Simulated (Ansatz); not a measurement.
Ti$_{9}$Al$_{8}$ (cell with a defect)

```cif
data_structure
_symmetry_space_group_name_H-M 'P 1'
_symmetry_Int_Tables_number 1
_cell_length_a 6.9627
_cell_length_b 6.9627
_cell_length_c 6.9627
_cell_angle_alpha 108.290
_cell_angle_beta 110.065
_cell_angle_gamma 110.065
_cell_volume 259.76
loop_
_atom_site_label
_atom_site_type_symbol
_atom_site_fract_x
_atom_site_fract_y
_atom_site_fract_z
_atom_site_occupancy
Ti1 Ti 0.27035 0.50617 0.23654 1
Ti2 Ti 0.27037 0.23641 0.50631 1
Ti3 Ti 0.26618 0.79040 0.05606 1
Ti4 Ti 0.26614 0.05589 0.79049 1
Ti5 Ti 0.73085 0.23638 0.96680 1
Ti6 Ti 0.73509 0.52480 0.79051 1
Ti7 Ti 0.73087 0.96666 0.23657 1
Ti8 Ti 0.73504 0.79031 0.52492 1
Al1 Al 0.45641 0.74133 0.74149 1
Al2 Al 0.50060 0.51073 0.01087 1
Al3 Al 0.50061 0.01072 0.51088 1
Al4 Al 0.54484 0.28555 0.28569 1
Al5 Al 0.00063 0.37424 0.37438 1
Al6 Al 0.00060 0.74132 0.28569 1
Al7 Al 0.00060 0.28553 0.74147 1
Al8 Al 0.00060 0.01560 0.01575 1
Ti9 Ti 0.00061 0.66496 0.66513 1
```

Computed without spin polarisation.

All numbers below come from DFT PBE, scalar-relativistic, plane waves, PAW (Ansatz 0.2.0).

**What can the converged valence pseudo-density and electron localisation function tell about the bonding?**

Ti–Al (2.59 Å): ρ at the midpoint is about 0.26 e/Å³; the ELF is about 0.30 at the midpoint.

**Does the calculation make it a metal, or give it a gap?**

It is metallic or semimetallic at this level of theory: no gap opens.

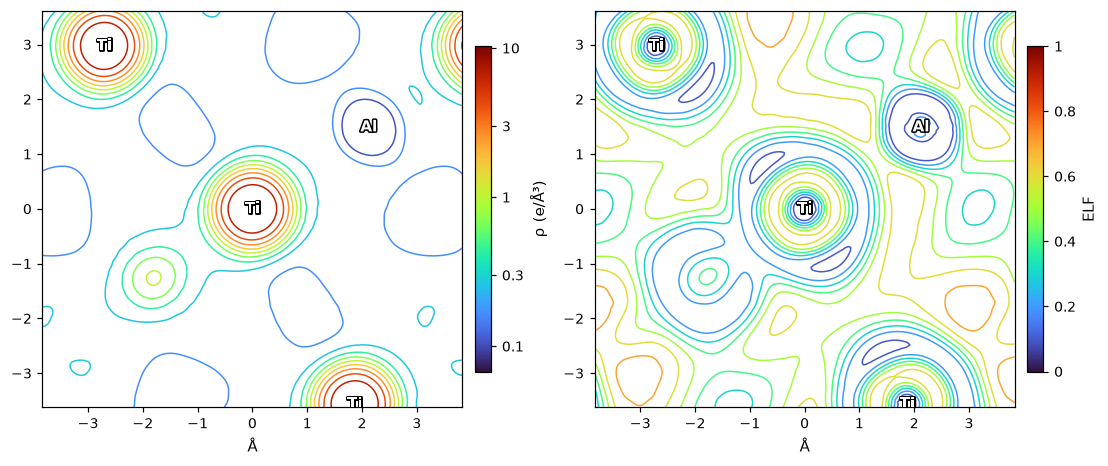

Computed valence pseudo-density and electron localisation function on the (11̄0) plane of the calculation cell, in this order. Atoms just off the plane (Al, 0.9 Å away and Ti, 0.8 Å away) can leave unmarked features too.

In a PAW calculation such maps are meaningful between the atoms, not at the nuclei.
